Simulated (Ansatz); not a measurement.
Input

```
crystal:
  lattice:
    - [3.2299999173, 0.0, 0.0]
    - [-1.6149999587, 2.7972619826, 0.0]
    - [0.0, 0.0, 5.1453898683]
  atoms:
    - { symbol: Zr, position: [0.3333333333, 0.6666666667, 0.75] }
    - { symbol: Zr, position: [0.6666666667, 0.3333333333, 0.25] }
basis:
  ecutwfc: 500
  ecutrho_ratio: 4
kpoints:
  mp_grid: { grid: [12, 12, 8] }
hamiltonian:
  xc: r2scan
scf:
  occupations: { method: gaussian, width: 0.05 }
output:
  forces: true
  stress: true
  eigenvalues: true
  eigenstates:
    nscf_kmesh: { grid: [22, 22, 12] }
    de_dk: true
    e_range: [-2.5, 2.5]
  write_density: true
  write_potential: true
  elf: true
  volumetric_format: npy
```

Command:

```sh
ansatz run input.yaml --threads 4 --pin off --max-ram 9216MiB --backend cpu --events-out ev --progress --plain --runs-dir out
```

Below, planes, directions and counts refer to the conventional cell (a = 3.23 Å, b = 3.23 Å, c = 5.15 Å, α = 90.00°, β = 90.00°, γ = 120.00°).

Space group P6₃/mmc; started from the hcp prototype.

Theory: DFT r2SCAN, scalar-relativistic, plane waves, PAW in Ansatz 0.2.0.

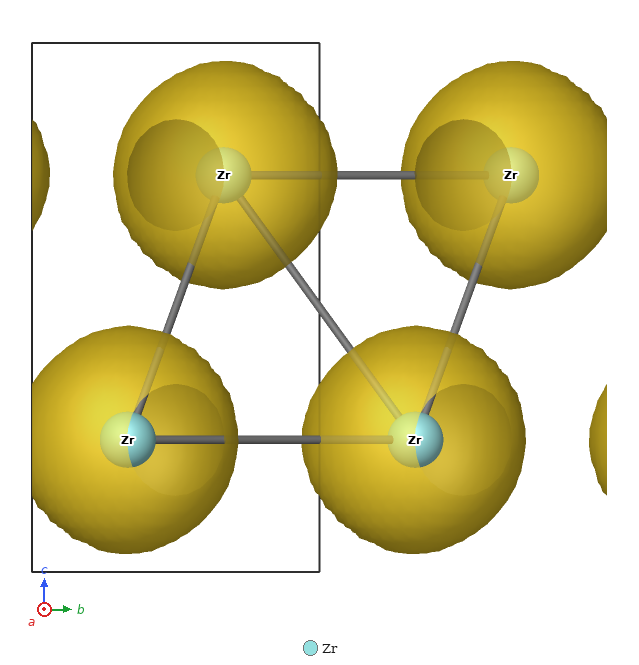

Zr. Isosurface of the valence charge density (pseudo) at 0.4 e/Å³ (yellow), seen along the a axis. Sticks mark near contacts.

The density is the valence pseudo-density of a PAW calculation; it isn't the true density close to the nuclei.

Question: Which contacts does the surface bridge?

Answer: At this value the density breaks into separate islands; it holds about 70 % of the electrons treated as valence (semicore included). It bridges none of the near contacts. It is pinched off along the sampled Zr–Zr (3.18 Å) and Zr–Zr (3.23 Å) contacts. On the grid the lowest density along these lines, outside the cores, is 0.17 e/Å³ (Zr–Zr, 3.18 Å) and 0.17 e/Å³ (Zr–Zr, 3.23 Å).

Question: Does the calculation give a band gap?

Answer: It is metallic or semimetallic at this level of theory: no gap opens.
